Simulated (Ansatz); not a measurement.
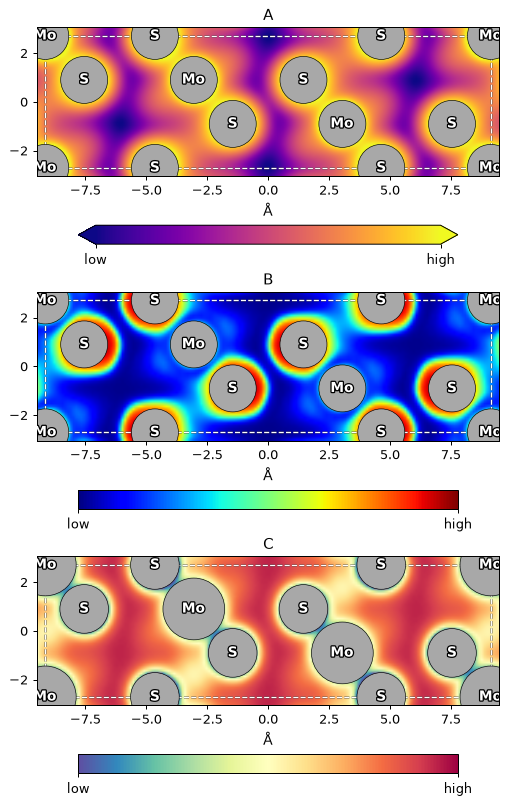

MoS₂: 3 fields on the (110) plane of the conventional cell, with unlabelled colour scales. Grey discs cover the atomic cores.

Space group R-3m.

Method: Kohn-Sham DFT of a periodic cell, PBEsol, Ansatz PAW in Ansatz 0.2.0.

The calculation's input:

```
crystal:
  lattice:
    - [1.5855, 0.9153888518, 6.1149966667]
    - [-1.5855, 0.9153888518, 6.1149966667]
    - [0.0, -1.8307777036, 6.1149966667]
  atoms:
    - { symbol: Mo, position: [0.0, 0.0, 0.0] }
    - { symbol: S, position: [0.25, 0.25, 0.25] }
    - { symbol: S, position: [0.75, 0.75, 0.75] }
hamiltonian:
  xc: pbesol
  pseudopotentials: { kind: paw }
kpoints:
  mp_grid: { grid: [10, 10, 10] }
scf:
  occupations: { method: fermi_dirac, width: 0.05 }
output:
  forces: true
  stress: true
  eigenvalues: true
  write_density: true
  write_potential: true
  elf: true
  volumetric_format: npy
relax:
  f_tol: 0.01
  max_steps: 40
  cell: { stress_tol: 0.05 }
```

Command:

```sh
ansatz run input.yaml --threads 2 --pin off --max-ram 5632MiB --backend cpu --events-out ev --progress --plain --runs-dir out
```

Below, planes, directions and counts refer to the conventional cell (a = 3.13 Å, b = 3.13 Å, c = 18.29 Å, α = 90.00°, β = 90.00°, γ = 120.00°).

The fields are those of the run's last geometry, not of the input's.

### The panels show electron localisation function, electrostatic potential energy of an electron and valence pseudo-density in some order. Assign them.

Panel A: valence pseudo-density. Panel B: electron localisation function. Panel C: electrostatic potential energy of an electron (low next to the atoms, rising into the space between them). From the grid: Mo–S (2.41 Å): the density is about 0.57 e/Å³ at the midpoint; the ELF peaks at about 0.80 in the valence shell of S, 0.8 Å from its nucleus, and is about 0.40 at the midpoint.
